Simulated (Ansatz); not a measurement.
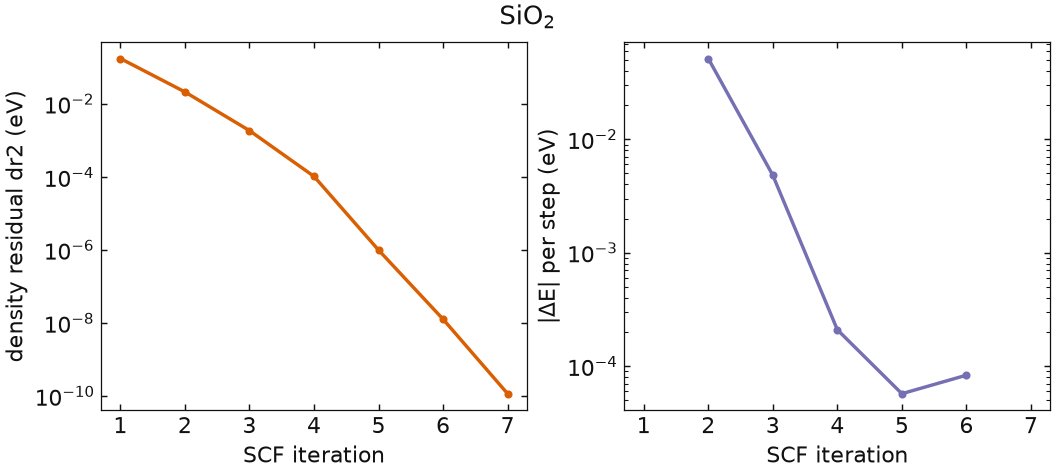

The plot shows the SCF iterations of a calculation: density residual dr2, step-to-step change of the Harris–Foulkes energy. Energy differences below 3 × 10⁻⁶ eV aren't drawn. The starting density is a sum of atomic densities corrected by a trained network.

SiO2 (6 atoms in the cell), run with Ansatz.

```
crystal:
  lattice:
    - [-2.5133692696, 2.5133692696, 3.6893906705]
    - [2.5133692696, -2.5133692696, 3.6893906705]
    - [2.5133692696, 2.5133692696, -3.6893906705]
  atoms:
    - { symbol: Si, position: [0.0, 0.0, 0.0] }
    - { symbol: Si, position: [0.75, 0.25, 0.5] }
    - { symbol: O, position: [0.9670112602, 0.625, 0.8420112602] }
    - { symbol: O, position: [0.375, 0.2170112602, 0.3420112602] }
    - { symbol: O, position: [0.7829887398, 0.125, 0.1579887398] }
    - { symbol: O, position: [0.875, 0.0329887398, 0.6579887398] }
basis:
  ecutwfc: 420
kpoints:
  mp_grid: { grid: [1, 1, 1] }
hamiltonian:
  xc: pbe
scf:
  occupations: { method: gaussian, width: 0.02 }
  max_iter: 75
output:
  forces: true
  eigenvalues: true
  stress: true
```

Command:
```bash
ansatz run input.yaml --threads 2 --pin off --max-ram 7168MiB --backend cpu --events-out ev --progress --plain --runs-dir out
```

Did the calculation converge?

The run converged; it took 7 iterations. The residual falls at every step.

What is the residual at the start and at the end?

It starts near 0.2 and ends near 10⁻¹⁰ eV.

Is anything amiss with this input?

The input holds a fault (one k-point for a small cell). The SCF closed all the same, which doesn't make the results meaningful for the real system.
